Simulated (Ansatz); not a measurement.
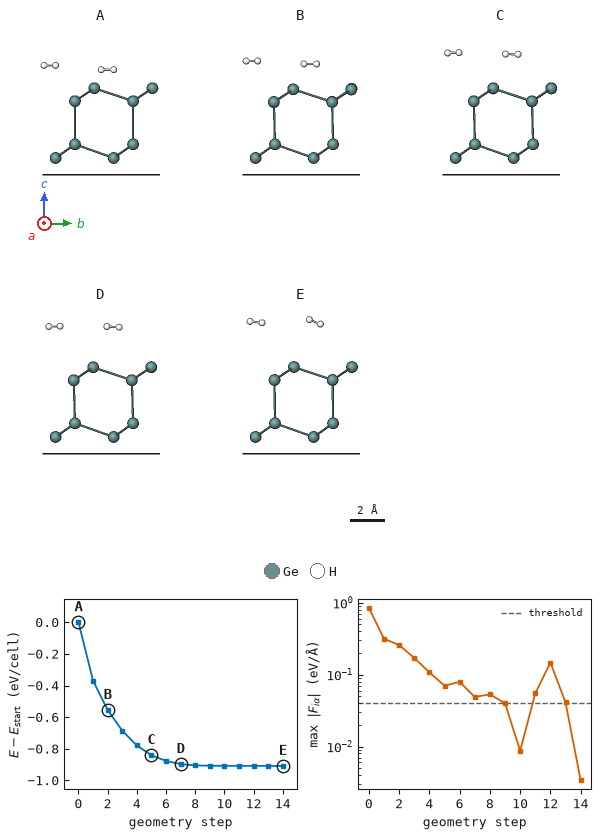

Frames of a constrained relaxation of a slab of composition Ge4H (cut from the Fd-3m phase), marked on the history of the run. The picture is a ball-and-stick view of the cell of the calculation, outlined in the plane, without the vacuum (origin shifted), seen along the a axis.

Case: 2 H2 a cell, tilted, over a hollow Ge-Ge site. The slab is the (1 1 1) face of Ge with H2 on it. 8 atoms are held fixed.

The calculation used DFT PBE+D3(BJ), scalar-relativistic, plane waves, PAW in Ansatz. (plane-wave cutoff 420 eV; k-point mesh 3 × 3 × 1; occupations gaussian; smearing width 0.1 eV; no spin polarisation; dipole correction; atoms relaxed in a fixed cell; force threshold 0.04 eV/Å; at most 100 steps)

What happens along the run?

Answer. After 14 geometry steps the energy has fallen by 0.909 eV per cell of the calculation. The largest force component goes from 0.85 to 0.0034 eV/Å. The forces were under the threshold at step 10, but the run went on from there. The largest move is that of an H atom, 1.81 Å at 16° to the normal (+c side). By element the largest moves are H 1.81 Å, Ge 0.03 Å. The lattice vectors keep their values. Near-neighbour distances that change, for instance: Ge–Ge 2.592 → 2.597 Å. From step 0 to 2: H atoms move most (0.39 Å), energy −0.555 eV per cell of the calculation. From step 2 to 5: H atoms move most (0.60 Å), energy −0.286 eV per cell of the calculation. From step 5 to 7: an H atom moves most (0.40 Å), energy −56.4 meV per cell of the calculation. From step 7 to 14: an H atom moves most (0.45 Å), energy −11.8 meV per cell of the calculation.

```
step  E − E(0), meV/atom  largest force component, eV/Å
   0                0.00                         0.8469
   1              -18.50                         0.3153
   2              -27.73                         0.2578
   3              -34.28                         0.1706
   4              -38.96                         0.1075
   5              -42.02                         0.0701
   6              -43.85                         0.0792
   7              -44.85                         0.0488
   8              -45.25                         0.0531
   9              -45.35                         0.0400
  10              -45.37                         0.0087
  11              -45.39                         0.0549
  12              -45.39                         0.1471
  13              -45.41                         0.0411
  14              -45.43                         0.0034
```

Limits of the set-up: the periodic images lie only 8.1 Å apart, so the values are limited by the cell's size.
